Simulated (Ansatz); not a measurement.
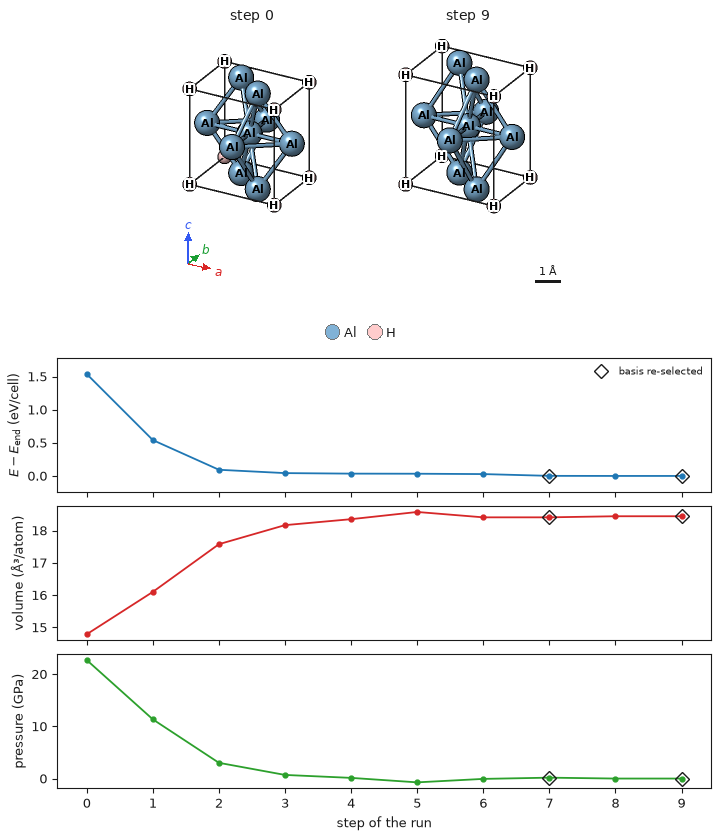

First and last geometry of a relaxation of a crystal of Al$_{5}$H (a generated structure, set up in P6/mmm) (coarse preliminary run), with the history of the run. The picture is a ball-and-stick view of the cell of the calculation, seen slightly off an axis.

These are results of DFT PBE, scalar-relativistic, plane waves, PAW (Ansatz 0.2.0), not measurements. Set-up: plane-wave cutoff 420 eV; k-point mesh 6 × 6 × 4; occupations gaussian; smearing width 0.1 eV; no spin polarisation; cell and atoms relaxed; force threshold 0.04 eV/Å; at most 70 steps.

Q: Read the history and describe the run.

A: It converged. No atom moves by more than 0.005 Å relative to the cell. Cell: a = b 5.044 → 5.257 Å (+4.2 %), c 4.027 → 4.624 Å (+14.8 %). Volume +24.7 %. Near-neighbour distances that change, for instance: Al–Al 2.485 → 2.765 Å, Al–Al 2.522 → 2.628 Å. Among the angles between lasting bonds that change: Al–Al–Al 108.3° → 113.4°, Al–Al–Al 61.0° → 56.7°, Al–Al–Al 145.9° → 148.2°. The space group stays P6/mmm (No. 191). The energy falls by 1.538 eV per cell of the calculation in 7 accepted moves (9 points after the start). All forces vanish by symmetry, so only the cell relaxes. Pressure: 22.69 GPa at the start and 0.01 GPa at the end. At 2 points the geometry stayed and the basis and grid were re-selected for the new cell (energy shift of 26.8 meV per cell of the calculation at most each time).

Limits of the set-up: the k-point mesh is coarse for a cell with partly filled bands.
